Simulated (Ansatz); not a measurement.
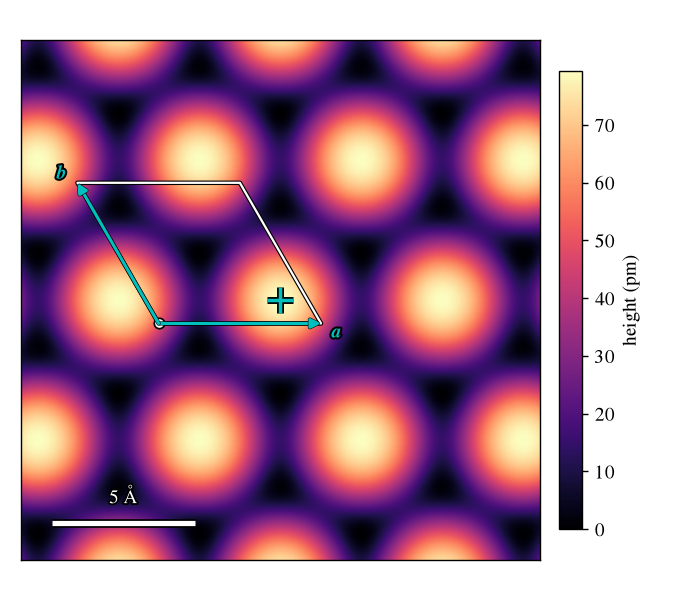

Constant-current image at a set point of 3.1 × 10⁻⁵ e/Å³, sample bias +1.00 V, of Al(001) (P6_3/mmc bulk, the cell from a database of computed structures, not from a measurement, 9 atomic planes (those closer than 0.6 Å count as one), 18 Å) with one defect or adsorbate in every 2 × 2 cell; the cross marks its site, and a white outline, where drawn, is that cell.

Model: Tersoff–Hamann, s-wave tip, no tip–sample forces. Bias windows are sharp sums over the levels of the k mesh.

These are results of Ansatz 0.2.0, DFT LDA, scalar-relativistic, plane waves, PAW, not measurements. Cutoff 420 eV, 12 × 12 k-points, Gaussian smearing 0.1 eV, dipole correction. The slab is a cut without reconstruction beyond its cell, at the source's lattice constants, with its lower half held fixed and the rest relaxed. The adsorbates repeat every 5.7 Å and interact, so states at the Fermi level and the work function belong to this dense array. This isn't the element's usual fcc form. The adsorbate kept the symmetry of its starting site, so it may sit on a saddle point. No spin polarisation (the relaxation was started with spin and lost its moment; a magnetic state may still lie lower). The run warns that the functional's potential is rough in the thin density of the vacuum, where the tip is; weak contrasts and barriers may feel it. On this mesh the free atoms still feel up to 0.11 eV/Å.

> The feature is adsorbed Al. How does it appear, and how does that compare with its true height?

Its site appears as a protrusion about 70 pm above the mean of the area farther than 2.6 Å from it. The adsorbate's highest atom stands 2.0 Å above the topmost substrate atom, so the apparent height is smaller than the geometric one. The brightest spots lie over the adsorbed Al atom; the darkest points are over the sites above the Al atoms 2.4 Å below the top plane away from the adsorbate and the top Al atoms away from the adsorbate.

The relaxed structure:

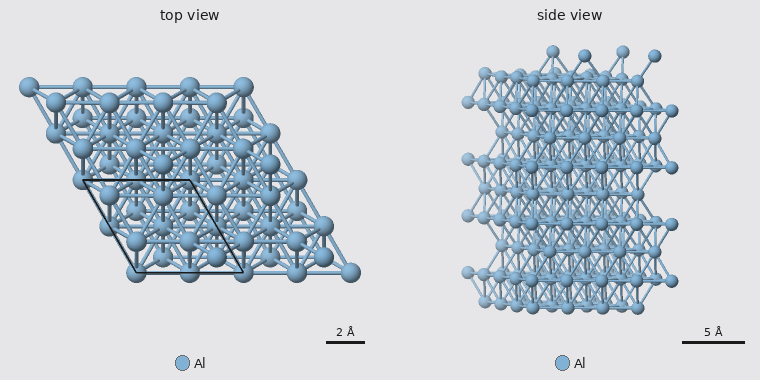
